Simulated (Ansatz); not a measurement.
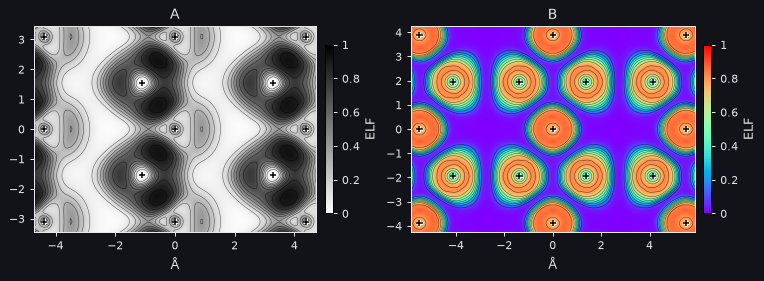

The electron localisation function of 2 systems, each on a plane through atoms (crosses mark nuclei in the plane).

Level of theory: DFT PBE, scalar-relativistic, plane waves, PAW (Ansatz).

System 1: CaF$_{2}$, the (011) plane of the conventional cell. Space group Fm-3m.

```
Ca F
1.0
     5.51044    0.00000    0.00000
     0.00000    5.51044    0.00000
     0.00000    0.00000    5.51044
Ca F
4 8
Direct
  0.00000 0.00000 0.00000
  0.50000 0.50000 0.00000
  0.50000 0.00000 0.50000
  0.00000 0.50000 0.50000
  0.25000 0.25000 0.25000
  0.75000 0.75000 0.25000
  0.75000 0.25000 0.75000
  0.25000 0.75000 0.75000
  0.75000 0.25000 0.25000
  0.25000 0.75000 0.25000
  0.25000 0.25000 0.75000
  0.75000 0.75000 0.75000
```

System 2: SiC, the (011) plane of the conventional cell. Space group F-43m.

```
Si C
1.0
     4.37973    0.00000    0.00000
     0.00000    0.00000   -4.37973
     0.00000    4.37973    0.00000
Si C
4 4
Direct
  0.50000 0.50000 0.00000
  0.00000 0.50000 0.50000
  0.00000 0.00000 0.00000
  0.50000 0.00000 0.50000
  0.75000 0.75000 0.25000
  0.25000 0.75000 0.75000
  0.25000 0.25000 0.25000
  0.75000 0.25000 0.75000
```

Which map belongs to which system?

Panel A is system 2, SiC: the plane holds Si and C. Si–C (1.90 Å): the ELF peaks at about 0.95 between the atoms: a covalent bond. Panel B is system 1, CaF$_{2}$: the plane holds Ca and F. Ca–F (2.39 Å): the ELF is about 0.05 at the midpoint (an ionic contact with no shared pair).
